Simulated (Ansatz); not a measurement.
## Electronic structure of WSe$_{2}$ in real space

```cif
data_structure
_symmetry_space_group_name_H-M 'P 1'
_symmetry_Int_Tables_number 1
_cell_length_a 5.0035
_cell_length_b 5.0035
_cell_length_c 11.7532
_cell_angle_alpha 90.000
_cell_angle_beta 90.000
_cell_angle_gamma 90.000
_cell_volume 294.24
loop_
_atom_site_label
_atom_site_type_symbol
_atom_site_fract_x
_atom_site_fract_y
_atom_site_fract_z
_atom_site_occupancy
W1 W 0.00000 0.50000 0.25000 1
W2 W 0.50000 0.00000 0.75000 1
W3 W 0.00000 0.00000 0.00000 1
W4 W 0.50000 0.50000 0.50000 1
Se1 Se 0.00000 0.50000 0.03496 1
Se2 Se 0.50000 0.00000 0.53496 1
Se3 Se 0.00000 0.00000 0.78496 1
Se4 Se 0.50000 0.50000 0.28496 1
Se5 Se 0.00000 0.00000 0.21504 1
Se6 Se 0.50000 0.50000 0.71504 1
Se7 Se 0.00000 0.50000 0.46504 1
Se8 Se 0.50000 0.00000 0.96504 1
```

Space group I4₁/amd; started from the anatase prototype, which need not be the ambient phase.

Level of theory: DFT, PBE, plane waves, PAW (Ansatz 0.2.0).

Core electrons are frozen (PAW), and the valence fields are smoothed inside the atomic spheres.

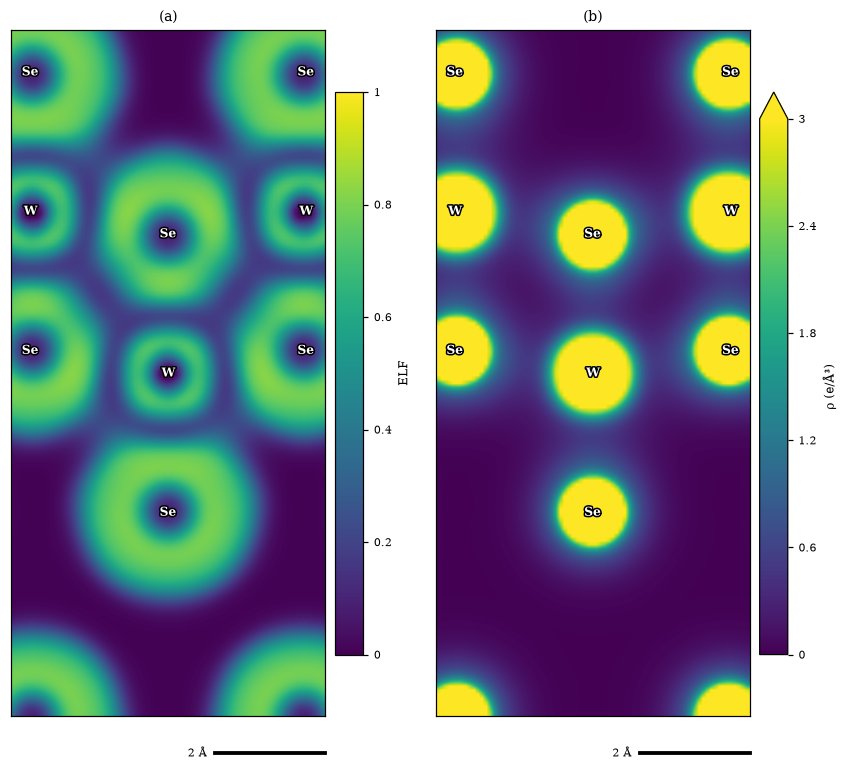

Figure 1. (a) ELF; (b) valence charge density (pseudo) on the (010) plane of the conventional cell.

### What does the map show?

The section cuts through W and Se sites.
W–Se (2.53 Å): ρ at the midpoint is about 0.54 e/Å³; the ELF is about 0.45 at the midpoint.
Between the atoms the lowest density in this plane is 0.008 e/Å³.
The features right at W lie inside the PAW spheres, where the map follows smoothed inner orbitals and isn't to be read closely.

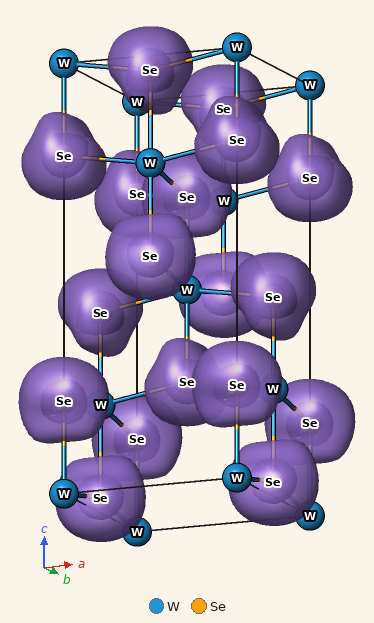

Figure 2. Isosurface of the ELF at 0.7 (purple), seen at an oblique angle. Only the valence region is drawn (cores and ρ < 0.01 e/Å³ removed). Sticks mark near contacts.

### Where are the electrons localised?

The surface consists of eight regions wrapped around Se (the valence shell of each), counted in one cell of 12 atoms. Any copies at cell faces, edges or corners count once.
